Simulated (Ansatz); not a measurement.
## Run report: TaSi2, geometry relaxation (part 1 of 2)

- system: TaSi2 (9 atoms in the cell)
- method: DFT PBEsol, scalar-relativistic, plane waves, PAW, no spin polarisation (Ansatz 0.2.0)

The structure derives from an entry of the Crystallography Open Database. Figures and captions count atoms from 1; the log counts them from 0 in places.

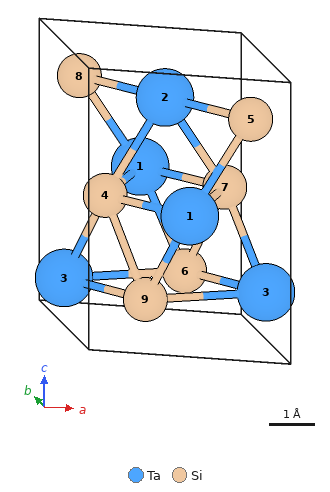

The structure as given in the input (ball-and-stick view of the cell of the calculation, seen slightly off an axis; atoms are numbered from 1 in the order of the input). An atom can appear more than once, as a periodic image.

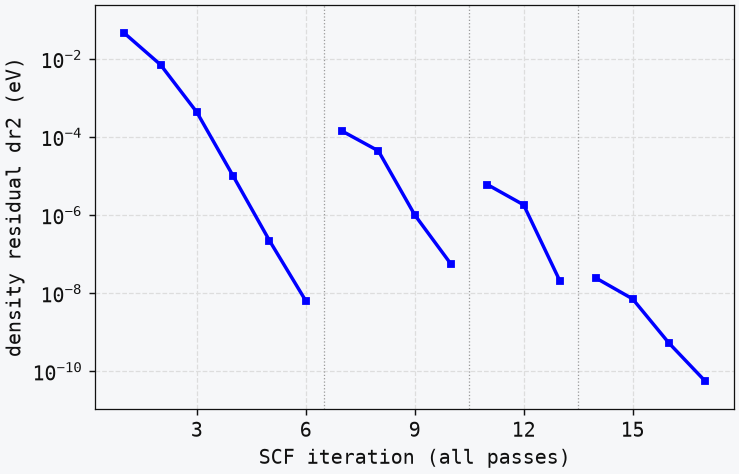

Convergence of the self-consistent field: density residual dr2 against the SCF iteration. The dotted lines part the SCF passes of the relaxation: geometry steps, rejected trials and re-solves on a re-selected basis. The passes take 6, 4, 3 and 4 iterations.

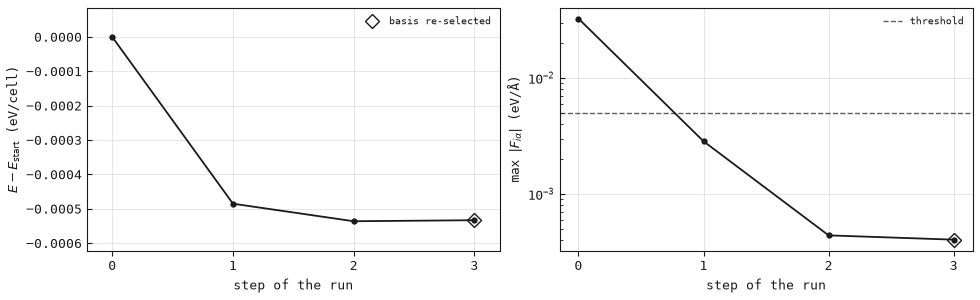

Progress of the relaxation, step by step (the first geometry is step 0 here and step 1 in the log). Over 2 geometry steps the energy falls by 0.5 meV per cell of the calculation. The largest force component goes from 0.033 to 0.0004 eV/Å. Pressure: −0.08 GPa at the start and 0.01 GPa at the end. No atom moves by more than 0.005 Å relative to the cell. Distances before and after: Ta1–Si4 2.805 → 2.810 Å, Si4–Si7 2.631 → 2.627 Å. The space group stays P6_222 (No. 180). A last SCF at the same geometry on a re-selected plane-wave basis shifts the energy by +0.0 meV per cell of the calculation. (Atoms are counted from 1 in the order of the input.)

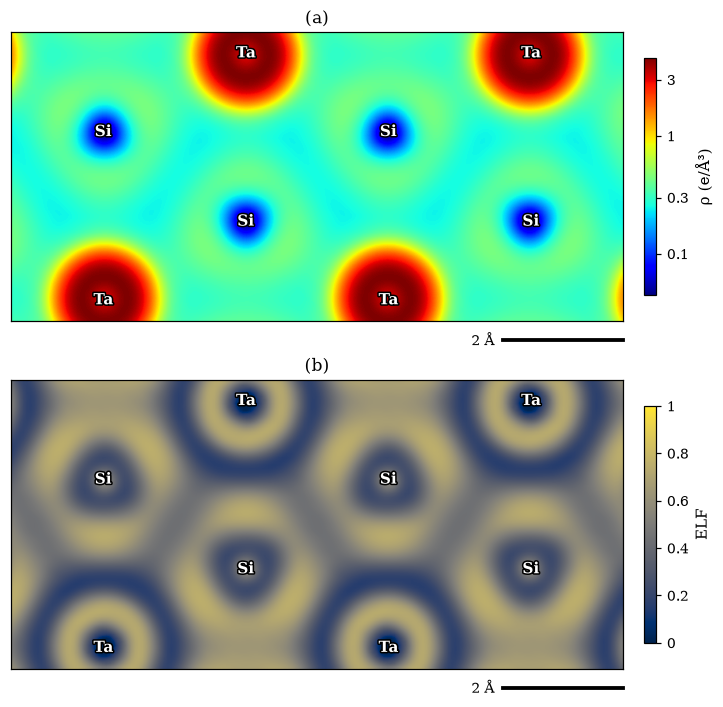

(a) valence charge density (pseudo); (b) ELF on the (001) plane of the conventional cell. The section cuts through Ta and Si sites. Ta–Si (2.72 Å): the density is about 0.34 e/Å³ at the midpoint; the ELF is about 0.40 at the midpoint. Ta–Si (2.81 Å): the density is about 0.29 e/Å³ at the midpoint; the ELF is about 0.40 at the midpoint. Away from the nuclei the density in this plane falls to 0.24 e/Å³ at its lowest. The strong features right at Ta lie inside the PAW spheres (semicore, d or f shells) and say nothing about bonding. The fields are those of the smooth PAW valence density.

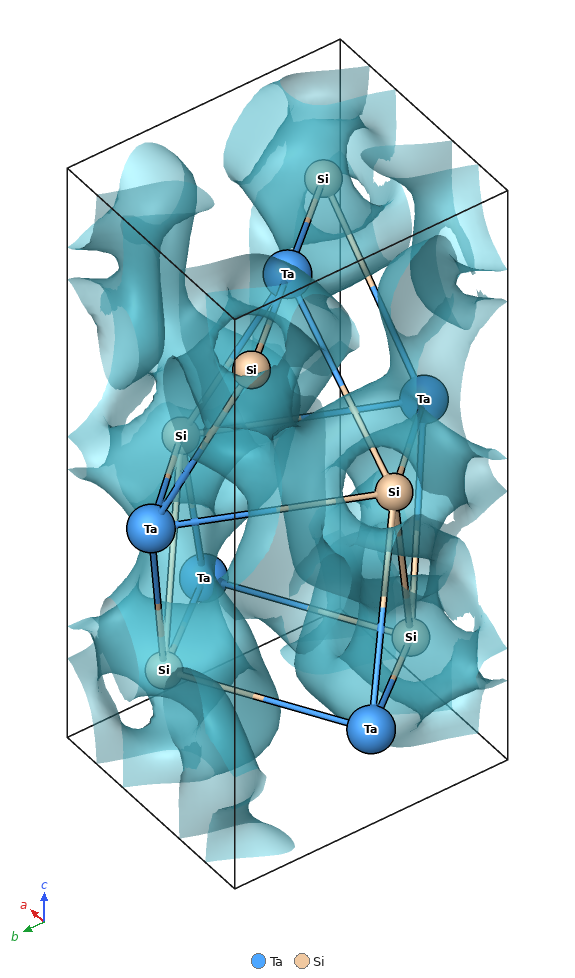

Isosurface of the ELF at 0.6 (cyan), seen at an oblique angle. Only the valence region is drawn (cores and ρ < 0.01 e/Å³ removed). Sticks mark near contacts. The outline is the cell set on symmetry axes. The ELF exceeds this value in channels that run through the cell in one direction, counted in one cell of 9 atoms. Along the contacts the grid gives the following. Si–Si (2.55 Å): the ELF peaks at about 0.75 between the atoms, as expected for localised, shared-pair bonding. Ta–Si (2.60 Å): the ELF is about 0.40 at the midpoint.

These pictures come from the run below.

## The input
```yaml
crystal:
  lattice:
    - [4.758334394, 0.0, 0.0]
    - [-2.379167197, 4.1208384649, 0.0]
    - [0.0, 0.0, 6.5642066216]
  atoms:
    - { symbol: Ta, position: [0.5, 0.0, 0.5] }
    - { symbol: Ta, position: [0.5, 0.5, 0.8333333333] }
    - { symbol: Ta, position: [0.0, 0.5, 0.1666666667] }
    - { symbol: Si, position: [0.1596058648, 0.3192117297, 0.5] }
    - { symbol: Si, position: [0.8403941352, 0.1596058648, 0.8333333333] }
    - { symbol: Si, position: [0.6807882703, 0.8403941352, 0.1666666667] }
    - { symbol: Si, position: [0.8403941352, 0.6807882703, 0.5] }
    - { symbol: Si, position: [0.1596058648, 0.8403941352, 0.8333333333] }
    - { symbol: Si, position: [0.3192117297, 0.1596058648, 0.1666666667] }
basis:
  ecutwfc: 420
kpoints:
  mp_grid: { grid: [12, 12, 6] }
hamiltonian:
  xc: pbesol
scf:
  occupations: { method: gaussian, width: 0.1 }
output:
  forces: true
  stress: true
  eigenvalues: true
  write_density: true
  write_potential: true
  elf: true
  volumetric_format: npy
relax:
  adjacent_minimum: "off"
  f_tol: 0.005
  max_steps: 80
  cell: { stress_tol: 0.05 }
```

Command:
```bash
ansatz run input.yaml --threads 2 --pin off --max-ram 5120MiB --backend cpu --events-out ev --progress --plain --runs-dir out
```

## Output
```
Engine: ansatz 0.2.0, x86_64-unknown-linux-gnu
Pseudopotentials: kind: paw
Pseudopotential: Ta, paw, valence charge 13, recommended cutoff 420 eV (normal), Ta.paw.azcp
Pseudopotential: Si, paw, valence charge 4, recommended cutoff 420 eV (normal), Si.paw.azcp
Functional definition: PBEsol
  exchange = pbesol_x
  correlation = pbesol_c
Crystal: 9 atoms, lattice volume = 128.713 Å³
Basis set: ecut = 420 eV, 2523 PW (Γ), exchange–correlation on 64×64×90 points (8 copies of the dense FFT grid, shifted against one another)
Bands: 41, of which v1, the nominal top of the filled ones, is band 32 counted from 1 (31 counted from 0)
Symmetry: 12 space group operations
Space group: P6222 (ITA 180), of the structure as read, at distance tolerance 5.0e-5 Å
k-points: 76 of 864 (time reversal used)
Non-local potential: Ta, projectors of the file, l = 0: 3, l = 1: 2, l = 2: 2, l = 3: 1
Non-local potential: Si, projectors of the file, l = 0: 2, l = 1: 2, l = 2: 2
PAW form: soft (Blöchl's): semilocal exchange-correlation on the pseudo side does not see the compensation charge
PAW frozen core: Ta, regenerated for the run's functional, and the local potential with it (the file was generated under x = pbe(κ = 0.804, μ = 0.2195149727645171), c = pbe(β = 0.06672455060314922))
PAW frozen core: Si, regenerated for the run's functional, and the local potential with it (the file was generated under x = pbe(κ = 0.804, μ = 0.2195149727645171), c = pbe(β = 0.06672455060314922))
PAW one-centre angular grid: Ta, 590 points (default); XC on 64 Gauss nodes
PAW one-centre angular grid: Si, 110 points (default); XC on 64 Gauss nodes
Initial density: superposition of atomic densities (neutral atoms: chi_scale 0, normalization atom), corrected by the library's trained network
Initial wavefunctions: pseudopotential atomic-orbital guess
Functional: x = pbesol(κ = 0.804, μ = 0.12345679012345678), c = pbesol(β = 0.046)
SCF iter   1: F=—  HF=-33153.711459 eV  |F-HF|=—  |Δ(HF+E_count)|=         —  Δρ=5.33e-3  dr2=4.64e-2  ethr=1.77e-3  ⟨swp⟩=7.0  Hψ=14602  notcnv=0
preconditioner: auto → Kerker (q_TF=auto, 2.422 Å⁻¹)  [metal: Δε(μ)=0.018 eV  Ē_g=7.395 eV  σ=0.100 eV  W_gap=0.10  n_scr=22 (ndim 8)  ℏωp=20.4 eV  f_vac=0.000  D(μ)=3.61/eV (n_scr^D=22)]
SCF iter   2: F=—  HF=-33153.704421 eV  |F-HF|=—  |Δ(HF+E_count)|=   7.04e-3  Δρ=2.66e-3  dr2=7.16e-3  ethr=7.36e-5  ⟨swp⟩=2.0  Hψ=4088  notcnv=0  defer=1
SCF iter   3: F=—  HF=-33153.703670 eV  |F-HF|=—  |Δ(HF+E_count)|=   7.51e-4  Δρ=6.88e-4  dr2=4.35e-4  ethr=1.14e-5  ⟨swp⟩=2.0  Hψ=3664  notcnv=0  defer=1
SCF iter   4: F=—  HF=-33153.703634 eV  |F-HF|=—  |Δ(HF+E_count)|=   3.59e-5  Δρ=8.79e-5  dr2=1.01e-5  ethr=6.90e-7  ⟨swp⟩=2.0  Hψ=4110  notcnv=0  defer=1
SCF iter   5: F=—  HF=-33153.703555 eV  |F-HF|=—  |Δ(HF+E_count)|=   7.91e-5  Δρ=1.13e-5  dr2=2.24e-7  ethr=1.60e-8  ⟨swp⟩=2.0  Hψ=4389  notcnv=0  defer=1
SCF iter   6: F=-33153.703555 eV  HF=-33153.703555 eV  |F-HF|=3.62e-9  |Δ(HF+E_count)|=   4.02e-8  Δρ=2.03e-6  dr2=6.42e-9  ethr=1.59e-10  ⟨swp⟩=14.0  Hψ=21858  notcnv=0
SCF 1 converged in 6 iterations: F = -33153.703555 eV  dr2 = 6.42e-9
  greatest PAW one-centre occupation: 1.000 electrons in one spin orbital (limit 2), on the Ta atom at site 2 (counted from 0), in its partial waves of l = 0
relax step   1: F+E_penalty+E_count = -33153.70355492 eV  Δ(F+E_penalty+E_count) = +0.000e0 eV  max|allowed force component| = 3.250e-2 eV/Å  Δτ_max = 0.0000 Å  P = -0.077 GPa  Ω = 128.713 Å³  (6 SCF iters, dr2 threshold 1.00e-7 eV, accepted)
Crystal: 9 atoms, lattice volume = 128.748 Å³
Initial density: handed on by an earlier stage of this run
Initial wavefunctions: those handed on with the density
iter 1 solved again at ethr=1.77e-7 eV; its pass at ethr=3.10e-3 eV (dr2=1.12e-4 eV) is discarded
SCF iter   1: F=—  HF=-33153.704164 eV  |F-HF|=—  |Δ(HF+E_count)|=         —  Δρ=3.28e-4  dr2=1.43e-4  ethr=1.77e-7  ⟨swp⟩=3.0  Hψ=14160  notcnv=0
preconditioner: auto → Kerker (q_TF=auto, 2.422 Å⁻¹)  [metal: Δε(μ)=0.016 eV  Ē_g=7.413 eV  σ=0.100 eV  W_gap=0.09  n_scr=22 (ndim 8)  ℏωp=20.4 eV  f_vac=0.000  D(μ)=3.52/eV (n_scr^D=22)]
SCF iter   2: F=—  HF=-33153.704057 eV  |F-HF|=—  |Δ(HF+E_count)|=   1.08e-4  Δρ=1.81e-4  dr2=4.44e-5  ethr=1.77e-7  ⟨swp⟩=1.0  Hψ=3117  notcnv=0
SCF iter   3: F=—  HF=-33153.704040 eV  |F-HF|=—  |Δ(HF+E_count)|=   1.64e-5  Δρ=2.30e-5  dr2=1.02e-6  ethr=7.04e-8  ⟨swp⟩=2.7  Hψ=4744  notcnv=0
SCF iter   4: F=-33153.704040 eV  HF=-33153.704040 eV  |F-HF|=3.08e-8  |Δ(HF+E_count)|=   2.80e-7  Δρ=6.41e-6  dr2=5.57e-8  ethr=6.99e-10  ⟨swp⟩=11.0  Hψ=22033  notcnv=0
SCF 2 converged in 4 iterations: F = -33153.704040 eV  dr2 = 5.57e-8
relax step   2: F+E_penalty+E_count = -33153.70403999 eV  Δ(F+E_penalty+E_count) = -4.851e-4 eV  max|allowed force component| = 2.849e-3 eV/Å  Δτ_max = 0.0027 Å  P = -0.078 GPa  Ω = 128.748 Å³  energy of the carried Pulay correction = -1.047e-5 eV  (4 SCF iters, dr2 threshold 4.41e-7 eV, accepted)
Crystal: 9 atoms, lattice volume = 128.684 Å³
iter 1 solved again at ethr=6.99e-9 eV; its pass at ethr=3.10e-3 eV (dr2=4.40e-6 eV) is discarded
SCF iter   1: F=—  HF=-33153.704167 eV  |F-HF|=—  |Δ(HF+E_count)|=         —  Δρ=6.35e-5  dr2=6.09e-6  ethr=6.99e-9  ⟨swp⟩=3.1  Hψ=14470  notcnv=0
preconditioner: auto → Kerker (q_TF=auto, 2.422 Å⁻¹)  [metal: Δε(μ)=0.018 eV  Ē_g=7.415 eV  σ=0.100 eV  W_gap=0.10  n_scr=22 (ndim 8)  ℏωp=20.4 eV  f_vac=0.000  D(μ)=3.53/eV (n_scr^D=22)]
SCF iter   2: F=—  HF=-33153.704092 eV  |F-HF|=—  |Δ(HF+E_count)|=   7.53e-5  Δρ=3.50e-5  dr2=1.84e-6  ethr=6.99e-9  ⟨swp⟩=2.3  Hψ=4554  notcnv=0
SCF iter   3: F=-33153.704091 eV  HF=-33153.704091 eV  |F-HF|=1.24e-8  |Δ(HF+E_count)|=   7.01e-7  Δρ=3.66e-6  dr2=2.05e-8  ethr=6.26e-11  ⟨swp⟩=7.5  Hψ=21150  notcnv=0
SCF 3 converged in 3 iterations: F = -33153.704091 eV  dr2 = 2.05e-8
  greatest PAW one-centre occupation: 1.000 electrons in one spin orbital (limit 2), on the Ta atom at site 0 (counted from 0), in its partial waves of l = 0
```
